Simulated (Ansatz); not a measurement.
# Cobalt, hcp under r²SCAN: how the Gaussian smearing moves the result

Aim: find which Gaussian smearing width is enough for energy and pressure and moments. The geometry was relaxed under r²SCAN beforehand and stays fixed; 7 values are run, from 0.01 to 1.0 eV. Wanted are the values from which on the energy stays within 10 and 1 meV/atom, and the pressure within 0.5 GPa, of the narrowest run. Within the series other settings stay, but some runs also write fields, which adds to their time. The moments start as that relaxation left them.

Computed with Ansatz 0.2.0 (DFT r²SCAN, plane waves with PAW, scalar-relativistic, unless a step says otherwise).

## Step 1: Starting point

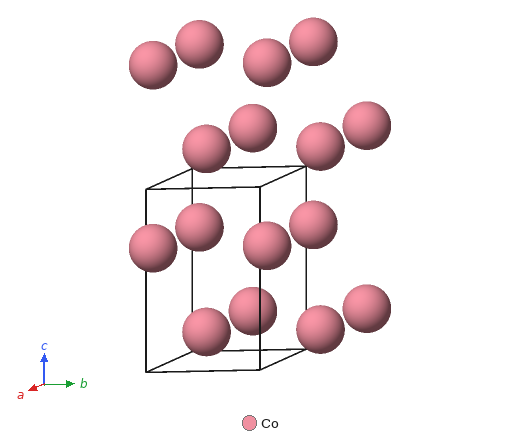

Start, viewed slightly off an axis; cobalt pink. 2×2×2 cells are drawn. Any atoms on the faces are drawn again on the opposite ones.

As a file:

```
CELL_PARAMETERS angstrom
2.47152 0.00000 0.00000
-1.23576 2.14040 0.00000
0.00000 0.00000 4.02711
ATOMIC_POSITIONS crystal
Co 0.33333 0.66667 0.25000
Co 0.66667 0.33333 0.75000
```

Starting moments (μB): +1.89 ×2.

## Step 2: Run at 0.01 eV

The run at 0.01 eV.

input.yaml

```yaml
crystal:
  lattice:
    - [2.471523226, 0.0, 0.0]
    - [-1.235761613, 2.1404018997, 0.0]
    - [0.0, 0.0, 4.0271144694]
  atoms:
    - { symbol: Co, position: [0.3333333333, 0.6666666667, 0.25], spin: 1.891 }
    - { symbol: Co, position: [0.6666666667, 0.3333333333, 0.75], spin: 1.891 }
hamiltonian:
  xc: r2scan
  pseudopotentials:
    kind: paw
    azcp:
      Co: "pseudopotentials/Co.paw.azcp"
basis:
  ecutwfc: 500
  fft_grid_basis: typed
kpoints:
  mp_grid: { grid: [15, 15, 8], shift: [0, 0, 0] }
magnetization:
  spin_polarized: true
scf:
  occupations: { method: gaussian, width: 0.01 }
  lower_state_search: "off"
output:
  stress: true
```

Started as:

```bash
$ ansatz run input.yaml --threads 1 --pin off --max-ram 3584MiB --backend cpu --events-out ev --progress --plain --runs-dir out
```

Log (excerpt; [...] marks lines left out):

```text
[...]
Pseudopotentials: kind: paw
Pseudopotential: Co, paw, valence charge 17, recommended cutoff 500 eV (meta_gga), <dir>
Functional definition: r2SCAN
[...]
Crystal: 2 atoms, lattice volume = 21.304 Å³
Basis set: ecut = 500 eV, 549 PW (Γ), exchange–correlation on 80×80×120 points (64 copies of the dense FFT grid, shifted against one another)
Bands: 23, of which v1, the nominal top of the filled ones, is band 17 counted from 1 (16 counted from 0)
Symmetry: 24 space group operations
Space group: P63/mmc (ITA 194), of the structure as read, at distance tolerance 2.8e-5 Å
Magnetic group: BNS 194.263 (UNI 1493), of the structure as read, at distance tolerance 2.8e-5 Å
k-points: 135 of 1800
[...]
Starting moments: Σ|m| = 3.782 μB on 2 of 2 sites
[...]
SCF iter   1: F=-10262.811459 eV  HF=-10262.483655 eV  |F-HF|=3.28e-1  |Δ(HF+E_count)|=         —  Δρ=5.43e-2 (↑2.18e-2 ↓5.43e-2)  dr2=1.86e-1  dr2_τ=7.74e-2  dr2_m=2.59e-1  M=3.419 μB ∫|m|=3.533 μB  β_m=0.30  ethr=5.50e-4  ⟨swp⟩=1.0  Hψ=34553  notcnv=0
[...]
spin-set hold released at iteration 6 (site moments contracting): the magnetisation degrees of freedom join the quasi-Newton model from the next iteration; the mixer history was flushed
[...]
SCF iter  17: F=-10263.049925 eV  HF=-10263.049925 eV  |F-HF|=1.11e-8  |Δ(HF+E_count)|=   6.68e-8  Δρ=3.91e-6 (↑2.58e-6 ↓3.91e-6)  dr2=4.71e-10  dr2_τ=3.73e-11  dr2_m=1.91e-9  M=3.391 μB ∫|m|=4.054 μB  ethr=1.47e-11  ⟨swp⟩=1.7  Hψ=19223  notcnv=0
[...]
this state was not tested for a lower state beside it, because the mixer in use, unlike msr1, does not test its closes by its own steps (another_mixer; see scf.mixing.algorithm and scf.lower_state_search)
SCF converged after 17 iterations
Magnetization: 3.3907 μB (18.6953 up, 15.3047 down)
Absolute magnetization: 4.0588 μB (∫|ρ↑−ρ↓|, with the PAW one-centre terms)
Spin contamination: 0.1425 ħ² per cell (⟨S²⟩ above its minimum at these occupations)
Per-site moments (μB) at R_I (Å): [(1.8396763208593034, 1.018010812546005), (1.8396763208593037, 1.018010812546005)]
Free energy (F): -10263.049925 eV
[...]
E sigma→0 (E₀):  -10263.049876 eV
Entropy (-TS):   -0.000098 eV (-0.049 meV/atom)
Fermi energy:    19.190079 eV
[...]
--- Stress (GPa, compression-positive) ---
       -1.779531       0.000000       0.000000
        0.000000      -1.779531      -0.000000
        0.000000      -0.000000      -1.813035
  P = ⅓ Tr σ = -1.7907 GPa (-17.907 kbar)
```

It took 43 s on 1 thread of Intel Xeon Platinum 8259CL at 2.50GHz (Skylake/Cascade Lake), shared host; peak memory 0.56 GiB.

## Step 3: Run at 0.03 eV

The run at 0.03 eV.

input.yaml: that of step 2 with these lines changed.

```diff
@@ -22,3 +22,3 @@
 scf:
-  occupations: { method: gaussian, width: 0.01 }
+  occupations: { method: gaussian, width: 0.03 }
   lower_state_search: "off"
```

Started as:

```bash
$ ansatz run input.yaml --threads 1 --pin off --max-ram 3584MiB --backend cpu --events-out ev --progress --plain --runs-dir out
```

Log (excerpt; [...] marks lines left out):

```text
[...]
[... 3 set-up lines as earlier in the session ...]
[...]
Crystal: 2 atoms, lattice volume = 21.304 Å³
Basis set: ecut = 500 eV, 549 PW (Γ), exchange–correlation on 80×80×120 points (64 copies of the dense FFT grid, shifted against one another)
Bands: 23, of which v1, the nominal top of the filled ones, is band 17 counted from 1 (16 counted from 0)
[... 2 set-up lines as earlier in the session ...]
Magnetic group: BNS 194.263 (UNI 1493), of the structure as read, at distance tolerance 2.8e-5 Å
k-points: 135 of 1800
[...]
Starting moments: Σ|m| = 3.782 μB on 2 of 2 sites
[...]
this state was not tested for a lower state beside it, because the mixer in use, unlike msr1, does not test its closes by its own steps (another_mixer; see scf.mixing.algorithm and scf.lower_state_search)
SCF converged after 17 iterations
Magnetization: 3.3875 μB (18.6938 up, 15.3062 down)
Absolute magnetization: 4.0561 μB (∫|ρ↑−ρ↓|, with the PAW one-centre terms)
Spin contamination: 0.1424 ħ² per cell (⟨S²⟩ above its minimum at these occupations)
Per-site moments (μB) at R_I (Å): [(1.8381785017883843, 1.018010812546005), (1.8381785017883832, 1.018010812546005)]
Free energy (F): -10263.050271 eV
[...]
E sigma→0 (E₀):  -10263.049880 eV
Entropy (-TS):   -0.000781 eV (-0.390 meV/atom)
Fermi energy:    19.187432 eV
[...]
--- Stress (GPa, compression-positive) ---
       -1.816774       0.000000       0.000000
        0.000000      -1.816774      -0.000000
        0.000000      -0.000000      -1.858716
  P = ⅓ Tr σ = -1.8308 GPa (-18.308 kbar)
```

Wall time 46 s (1 thread of Intel Xeon Platinum 8259CL at 2.50GHz (Skylake/Cascade Lake), shared host); peak memory 0.56 GiB.

## Step 4: Run at 0.1 eV

The run at 0.1 eV.

input.yaml: that of step 3 with these lines changed.

```diff
@@ -22,3 +22,3 @@
 scf:
-  occupations: { method: gaussian, width: 0.03 }
+  occupations: { method: gaussian, width: 0.1 }
   lower_state_search: "off"
@@ -26 +26,5 @@
   stress: true
+  write_density: true
+  write_potential: true
+  elf: true
+  volumetric_format: npy
```

Started as:

```bash
$ ansatz run input.yaml --threads 1 --pin off --max-ram 3584MiB --backend cpu --events-out ev --progress --plain --runs-dir out
```

Log (excerpt; [...] marks lines left out):

```text
[...]
[... 3 set-up lines as earlier in the session ...]
[...]
Crystal: 2 atoms, lattice volume = 21.304 Å³
Basis set: ecut = 500 eV, 549 PW (Γ), exchange–correlation on 80×80×120 points (64 copies of the dense FFT grid, shifted against one another)
Bands: 23, of which v1, the nominal top of the filled ones, is band 17 counted from 1 (16 counted from 0)
[... 2 set-up lines as earlier in the session ...]
Magnetic group: BNS 194.263 (UNI 1493), of the structure as read, at distance tolerance 2.8e-5 Å
k-points: 135 of 1800
[...]
Starting moments: Σ|m| = 3.782 μB on 2 of 2 sites
[...]
this state was not tested for a lower state beside it, because the mixer in use, unlike msr1, does not test its closes by its own steps (another_mixer; see scf.mixing.algorithm and scf.lower_state_search)
SCF converged after 18 iterations
Magnetization: 3.4155 μB (18.7078 up, 15.2922 down)
Absolute magnetization: 4.0754 μB (∫|ρ↑−ρ↓|, with the PAW one-centre terms)
Spin contamination: 0.1411 ħ² per cell (⟨S²⟩ above its minimum at these occupations)
Per-site moments (μB) at R_I (Å): [(1.8506240268640437, 1.018010812546005), (1.8506240268640435, 1.018010812546005)]
Free energy (F): -10263.054370 eV
[...]
E sigma→0 (E₀):  -10263.049922 eV
Entropy (-TS):   -0.008896 eV (-4.448 meV/atom)
Fermi energy:    19.180085 eV
[...]
--- Stress (GPa, compression-positive) ---
       -1.377711       0.000000       0.000000
        0.000000      -1.377711      -0.000000
        0.000000      -0.000000      -1.682263
  P = ⅓ Tr σ = -1.4792 GPa (-14.792 kbar)
--- Band table (eV; the first three rows and the last of 270) ---
[... band rows left out ...]
[...]
```

Wall time 63 s (1 thread of Intel Xeon Platinum 8259CL at 2.50GHz (Skylake/Cascade Lake), shared host); peak memory 0.56 GiB.

## Step 5: Run at 0.2 eV

The run at 0.2 eV.

input.yaml: that of step 4 with these lines changed.

```diff
@@ -22,3 +22,3 @@
 scf:
-  occupations: { method: gaussian, width: 0.1 }
+  occupations: { method: gaussian, width: 0.2 }
   lower_state_search: "off"
@@ -26,5 +26 @@
   stress: true
-  write_density: true
-  write_potential: true
-  elf: true
-  volumetric_format: npy
```

Started as:

```bash
$ ansatz run input.yaml --threads 1 --pin off --max-ram 3584MiB --backend cpu --events-out ev --progress --plain --runs-dir out
```

Log (excerpt; [...] marks lines left out):

```text
[...]
[... 3 set-up lines as earlier in the session ...]
[...]
Crystal: 2 atoms, lattice volume = 21.304 Å³
Basis set: ecut = 500 eV, 549 PW (Γ), exchange–correlation on 80×80×120 points (64 copies of the dense FFT grid, shifted against one another)
Bands: 23, of which v1, the nominal top of the filled ones, is band 17 counted from 1 (16 counted from 0)
[... 2 set-up lines as earlier in the session ...]
Magnetic group: BNS 194.263 (UNI 1493), of the structure as read, at distance tolerance 2.8e-5 Å
k-points: 135 of 1800
[...]
Starting moments: Σ|m| = 3.782 μB on 2 of 2 sites
[...]
this state was not tested for a lower state beside it, because the mixer in use, unlike msr1, does not test its closes by its own steps (another_mixer; see scf.mixing.algorithm and scf.lower_state_search)
SCF converged after 18 iterations
Magnetization: 3.4519 μB (18.7259 up, 15.2741 down)
Absolute magnetization: 4.0952 μB (∫|ρ↑−ρ↓|, with the PAW one-centre terms)
Spin contamination: 0.1380 ħ² per cell (⟨S²⟩ above its minimum at these occupations)
Per-site moments (μB) at R_I (Å): [(1.8657632773749397, 1.018010812546005), (1.8657632773749393, 1.018010812546005)]
Free energy (F): -10263.067112 eV
[...]
E sigma→0 (E₀):  -10263.050552 eV
Entropy (-TS):   -0.033120 eV (-16.560 meV/atom)
Fermi energy:    19.179653 eV
[...]
--- Stress (GPa, compression-positive) ---
       -0.888832       0.000000       0.000000
        0.000000      -0.888832      -0.000000
        0.000000      -0.000000      -1.184416
  P = ⅓ Tr σ = -0.9874 GPa (-9.874 kbar)
```

Wall time 47 s (1 thread of Intel Xeon Platinum 8259CL at 2.50GHz (Skylake/Cascade Lake), shared host); peak memory 0.56 GiB.

## Step 6: Run at 0.3 eV

The run at 0.3 eV.

input.yaml: that of step 5 with these lines changed.

```diff
@@ -22,3 +22,3 @@
 scf:
-  occupations: { method: gaussian, width: 0.2 }
+  occupations: { method: gaussian, width: 0.3 }
   lower_state_search: "off"
@@ -26 +26,5 @@
   stress: true
+  write_density: true
+  write_potential: true
+  elf: true
+  volumetric_format: npy
```

Started as:

```bash
$ ansatz run input.yaml --threads 1 --pin off --max-ram 3584MiB --backend cpu --events-out ev --progress --plain --runs-dir out
```

Log (excerpt; [...] marks lines left out):

```text
[...]
[... 3 set-up lines as earlier in the session ...]
[...]
Crystal: 2 atoms, lattice volume = 21.304 Å³
Basis set: ecut = 500 eV, 549 PW (Γ), exchange–correlation on 80×80×120 points (64 copies of the dense FFT grid, shifted against one another)
Bands: 23, of which v1, the nominal top of the filled ones, is band 17 counted from 1 (16 counted from 0)
[... 2 set-up lines as earlier in the session ...]
Magnetic group: BNS 194.263 (UNI 1493), of the structure as read, at distance tolerance 2.8e-5 Å
k-points: 135 of 1800
[...]
Starting moments: Σ|m| = 3.782 μB on 2 of 2 sites
[...]
this state was not tested for a lower state beside it, because the mixer in use, unlike msr1, does not test its closes by its own steps (another_mixer; see scf.mixing.algorithm and scf.lower_state_search)
SCF converged after 17 iterations
Magnetization: 3.4747 μB (18.7374 up, 15.2626 down)
Absolute magnetization: 4.1038 μB (∫|ρ↑−ρ↓|, with the PAW one-centre terms)
Spin contamination: 0.1354 ħ² per cell (⟨S²⟩ above its minimum at these occupations)
Per-site moments (μB) at R_I (Å): [(1.8745389077626795, 1.018010812546005), (1.8745389077626804, 1.018010812546005)]
Free energy (F): -10263.087784 eV
[...]
E sigma→0 (E₀):  -10263.050368 eV
Entropy (-TS):   -0.074833 eV (-37.417 meV/atom)
Fermi energy:    19.181861 eV
[...]
--- Stress (GPa, compression-positive) ---
       -0.540659       0.000000       0.000000
        0.000000      -0.540659      -0.000000
        0.000000      -0.000000      -0.611995
  P = ⅓ Tr σ = -0.5644 GPa (-5.644 kbar)
--- Band table (eV; the first three rows and the last of 270) ---
[... band rows left out ...]
[...]
```

It took 52 s on 1 thread of Intel Xeon Platinum 8259CL at 2.50GHz (Skylake/Cascade Lake), shared host; peak memory 0.56 GiB.

## Step 7: Run at 0.6 eV

The run at 0.6 eV.

input.yaml: that of step 6 with these lines changed.

```diff
@@ -22,3 +22,3 @@
 scf:
-  occupations: { method: gaussian, width: 0.3 }
+  occupations: { method: gaussian, width: 0.6 }
   lower_state_search: "off"
@@ -26,5 +26 @@
   stress: true
-  write_density: true
-  write_potential: true
-  elf: true
-  volumetric_format: npy
```

Started as:

```bash
$ ansatz run input.yaml --threads 1 --pin off --max-ram 3584MiB --backend cpu --events-out ev --progress --plain --runs-dir out
```

Log (excerpt; [...] marks lines left out):

```text
[...]
[... 3 set-up lines as earlier in the session ...]
[...]
Crystal: 2 atoms, lattice volume = 21.304 Å³
Basis set: ecut = 500 eV, 549 PW (Γ), exchange–correlation on 80×80×120 points (64 copies of the dense FFT grid, shifted against one another)
Bands: 23, of which v1, the nominal top of the filled ones, is band 17 counted from 1 (16 counted from 0)
[... 2 set-up lines as earlier in the session ...]
Magnetic group: BNS 194.263 (UNI 1493), of the structure as read, at distance tolerance 2.8e-5 Å
k-points: 135 of 1800
[...]
Starting moments: Σ|m| = 3.782 μB on 2 of 2 sites
[...]
this state was not tested for a lower state beside it, because the mixer in use, unlike msr1, does not test its closes by its own steps (another_mixer; see scf.mixing.algorithm and scf.lower_state_search)
SCF converged after 17 iterations
Magnetization: 3.5185 μB (18.7593 up, 15.2407 down)
Absolute magnetization: 4.0996 μB (∫|ρ↑−ρ↓|, with the PAW one-centre terms)
Spin contamination: 0.1282 ħ² per cell (⟨S²⟩ above its minimum at these occupations)
Per-site moments (μB) at R_I (Å): [(1.8873663085129246, 1.018010812546005), (1.8873663085129255, 1.018010812546005)]
Free energy (F): -10263.204591 eV
[...]
E sigma→0 (E₀):  -10263.043445 eV
Entropy (-TS):   -0.322292 eV (-161.146 meV/atom)
Fermi energy:    19.209528 eV
[...]
--- Stress (GPa, compression-positive) ---
        0.710323       0.000000       0.000000
        0.000000       0.710323      -0.000000
        0.000000      -0.000000       1.751232
  P = ⅓ Tr σ = 1.0573 GPa (10.573 kbar)
```

Run time: 41 s. Hardware: 1 thread of Intel Xeon Platinum 8259CL at 2.50GHz (Skylake/Cascade Lake), shared host; peak memory 0.55 GiB.

## Step 8: Run at 1.0 eV

The run at 1.0 eV.

input.yaml: that of step 7 with these lines changed.

```diff
@@ -22,3 +22,3 @@
 scf:
-  occupations: { method: gaussian, width: 0.6 }
+  occupations: { method: gaussian, width: 1.0 }
   lower_state_search: "off"
```

Started as:

```bash
$ ansatz run input.yaml --threads 1 --pin off --max-ram 3584MiB --backend cpu --events-out ev --progress --plain --runs-dir out
```

Log (excerpt; [...] marks lines left out):

```text
band count auto-derived: 24 (N_el = 34.0; filled up to band 17; 23 by the electrons, moments and atoms)
[...]
[... 3 set-up lines as earlier in the session ...]
[...]
Crystal: 2 atoms, lattice volume = 21.304 Å³
Basis set: ecut = 500 eV, 549 PW (Γ), exchange–correlation on 80×80×120 points (64 copies of the dense FFT grid, shifted against one another)
Bands: 24, of which v1, the nominal top of the filled ones, is band 17 counted from 1 (16 counted from 0)
[... 2 set-up lines as earlier in the session ...]
Magnetic group: BNS 194.263 (UNI 1493), of the structure as read, at distance tolerance 2.8e-5 Å
k-points: 135 of 1800
[...]
Starting moments: Σ|m| = 3.782 μB on 2 of 2 sites
[...]
this state was not tested for a lower state beside it, because the mixer in use, unlike msr1, does not test its closes by its own steps (another_mixer; see scf.mixing.algorithm and scf.lower_state_search)
SCF converged after 19 iterations
Magnetization: 3.4588 μB (18.7294 up, 15.2706 down)
Absolute magnetization: 3.9541 μB (∫|ρ↑−ρ↓|, with the PAW one-centre terms)
Spin contamination: 0.1137 ħ² per cell (⟨S²⟩ above its minimum at these occupations)
Per-site moments (μB) at R_I (Å): [(1.8402373952463895, 1.018010812546005), (1.8402373952463893, 1.018010812546005)]
Free energy (F): -10263.514431 eV
[...]
E sigma→0 (E₀):  -10262.994723 eV
Entropy (-TS):   -1.039417 eV (-519.708 meV/atom)
Fermi energy:    19.242305 eV
[...]
--- Stress (GPa, compression-positive) ---
        3.353058       0.000000      -0.000000
        0.000000       3.353058      -0.000000
       -0.000000      -0.000000       5.107289
  P = ⅓ Tr σ = 3.9378 GPa (39.378 kbar)
```

Wall time 56 s (1 thread of Intel Xeon Platinum 8259CL at 2.50GHz (Skylake/Cascade Lake), shared host); peak memory 0.56 GiB.

## Step 9: All values side by side

Energies count from the run at 0.01 eV.

```tsv
smearing (eV)	F (meV/atom)	E(σ → 0) (meV/atom)	P (GPa)	largest moment (μB)	SCF cycles	CPU time
0.01	0.00	0.00	-1.79	1.840	17	42 s
0.03	-0.17	0.00	-1.83	1.838	17	45 s
0.1	-2.22	-0.02	-1.48	1.851	18	61 s
0.2	-8.59	-0.34	-0.99	1.866	18	43 s
0.3	-18.93	-0.25	-0.56	1.875	17	47 s
0.6	-77.33	3.22	1.06	1.887	17	37 s
1.0	-232.25	27.58	3.94	1.840	19	50 s
```

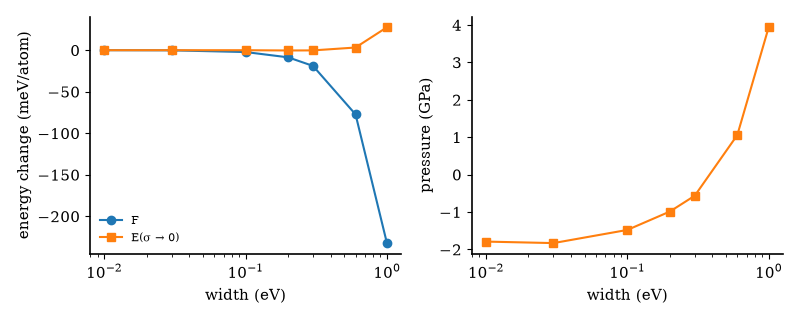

Energy and pressure against the Gaussian smearing width.

## Step 10: Results

```
                                           quantity                       value
       E(σ → 0) stays within 10 meV/atom of 0.01 eV                up to 0.6 eV
                   E(σ → 0) stays within 1 meV/atom                up to 0.3 eV
                      pressure stays within 0.5 GPa                up to 0.1 eV
                                pressure at 0.01 eV                   -1.79 GPa
energy of a separate run on a finer mesh (24×24×13)  -1.7 meV/atom from 0.01 eV
```

In words: The far end, 1.0 eV, lies +27.6 meV/atom and +5.7 GPa from the yardstick. The free energy F moves by -232.3 meV/atom over the range, and the estimate for σ → 0 by +27.6. With this scheme F falls about as the square of the width. The mesh (15×15×8) is fixed, so the narrowest widths carry a k-point error of their own. The yardstick itself is unsettled by 1.7 meV/atom against the finer mesh, so the thresholds above hold only within this series, and wider smearing, which averages over more states, can land nearer the fine-mesh value than the narrowest does. The cell taken over is 4 % smaller than the measured one (11.07 Å³/atom, COD).
